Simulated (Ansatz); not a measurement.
**Ti₅Al₁₁: densities and their changes**

Space group P4mm. The cell comes from a database of computed structures, not from a measurement.

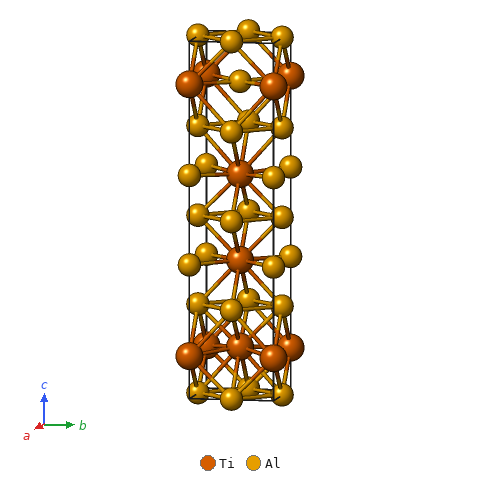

The conventional cell.

Input

```
crystal:
  lattice:
    - [3.90683164, 0.0, 0.0]
    - [0.0, 3.90683164, 0.0]
    - [0.0, 0.0, 16.40950586]
  atoms:
    - { symbol: Ti, position: [0.5, 0.5, 0.37641989] }
    - { symbol: Ti, position: [0.0, 0.0, 0.87959604] }
    - { symbol: Ti, position: [0.0, 0.0, 0.11914919] }
    - { symbol: Ti, position: [0.5, 0.5, 0.61679206] }
    - { symbol: Ti, position: [0.5, 0.5, 0.13379091] }
    - { symbol: Al, position: [0.5, 0.0, 0.00193078] }
    - { symbol: Al, position: [0.0, 0.5, 0.49844789] }
    - { symbol: Al, position: [0.5, 0.0, 0.49844789] }
    - { symbol: Al, position: [0.0, 0.5, 0.00193078] }
    - { symbol: Al, position: [0.0, 0.5, 0.25000873] }
    - { symbol: Al, position: [0.5, 0.0, 0.74939139] }
    - { symbol: Al, position: [0.5, 0.0, 0.25000873] }
    - { symbol: Al, position: [0.0, 0.5, 0.74939139] }
    - { symbol: Al, position: [0.0, 0.0, 0.62450941] }
    - { symbol: Al, position: [0.0, 0.0, 0.37426049] }
    - { symbol: Al, position: [0.5, 0.5, 0.87592541] }
basis:
  ecutwfc: 500
  fft_grid_basis: typed
kpoints:
  mp_grid: { grid: [10, 10, 2] }
hamiltonian:
  xc: r2scan
  pseudopotentials: { kind: paw }
scf:
  occupations: { method: gaussian, width: 0.05 }
output:
  forces: true
  stress: true
  eigenvalues: true
  bader: true
  write_density: true
  volumetric_format: npy
  elf: true
```

Run with:

```sh
ansatz run input.yaml --threads 4 --pin off --max-ram 8192MiB --backend cpu --events-out ev --progress --plain --runs-dir out
```

The picture shows the conventional cell (a = 3.91 Å, b = 3.91 Å, c = 16.41 Å, α = 90.00°, β = 90.00°, γ = 90.00°).

The calculation used DFT r2SCAN, scalar-relativistic, plane waves, PAW in Ansatz.

Core electrons are frozen (PAW), so the maps are meaningful between the atoms, not at the nuclei.

### 1. Bonding charge

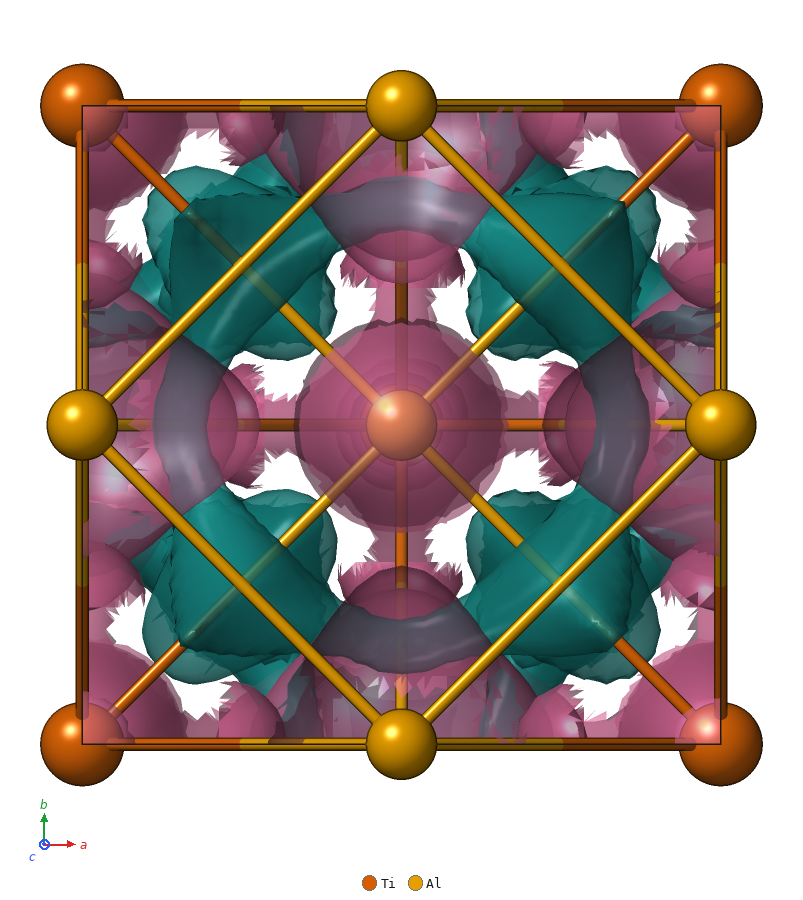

*Bonding charge density, ρ(crystal) − Σ ρ(neutral atoms): teal surfaces at +0.03 and pink ones at −0.03 e/Å³, in the conventional cell seen along the c axis (the regions close to the nuclei are left out). Cores are masked to 1.0 Å (Ti) and 0.8 Å (Al).*

Where does charge go when the atoms form this crystal?

Al–Ti (2.73 Å): Δρ is about zero at the midpoint. Al–Al (2.76 Å): Δρ is +0.02 e/Å³ at the midpoint. Ti–Ti (2.77 Å): Δρ is +0.04 e/Å³ at the midpoint. Over the whole cell, outside the masked cores, the largest gain lies at the edge of the masked core of Ti, and the largest loss, 0.06 e/Å³, lies 0.9 Å from an aluminium nucleus. The rearranged charge, half the integral of |Δρ|, is about 0.19 e an atom. Bader charges: Ti +0.73 to +0.90 and Al −0.53 to −0.23 e. Among metals such charges hang on how the charge between the atoms is shared out.

### 2. One group of states

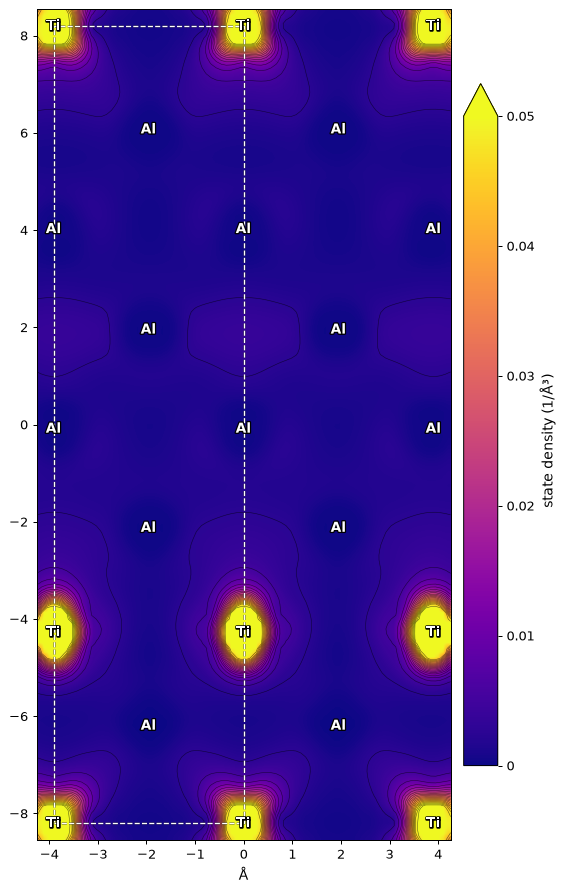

Density of the Kohn–Sham states from −0.25 to +0.25 eV about the Fermi level (the states at the Fermi level), scaled to one electron a cell: a map on the (010) plane of the conventional cell.

Which atoms and orbitals make up these states?

Projected on a minimal set of atomic orbitals (Löwdin), they are Ti 3d (75 %) and Al 3p (20 %).
In space (atomic cells sized by Bader volumes) the density divides as Ti about 65 % and Al about 35 %.

### 3. Change of volume

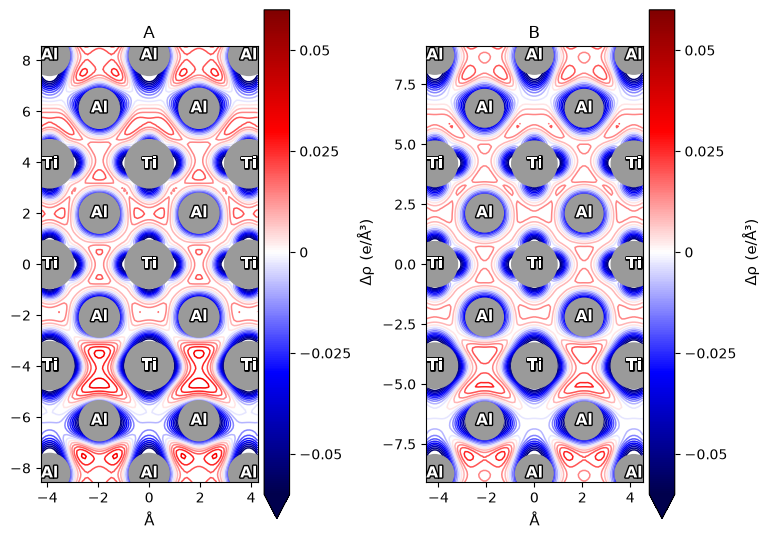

Ti₅Al₁₁: deformation density on the (100) plane of the conventional cell at two volumes, with the same fractional coordinates and one colour scale. Grey discs cover the cores.

How do the two volumes compare, and how does the bonding charge respond?

B is the larger cell: B has 120 % of the volume of A. From A to B, Al–Ti goes from 2.73 to 2.90 Å, and Δρ at its midpoint from about zero to +0.006 e/Å³. From A to B, Al–Al goes from 2.76 to 2.94 Å, and Δρ at its midpoint stays at +0.02 e/Å³. The pressure is 0 GPa in A and −15 GPa in B. The rearranged charge is 0.19 e an atom in A and 0.20 e in B.

### 4. Putting it together

The two pressures give a mean stiffness −ΔP/Δln V of about 81 GPa over this range, with the atoms held at their fractional positions.
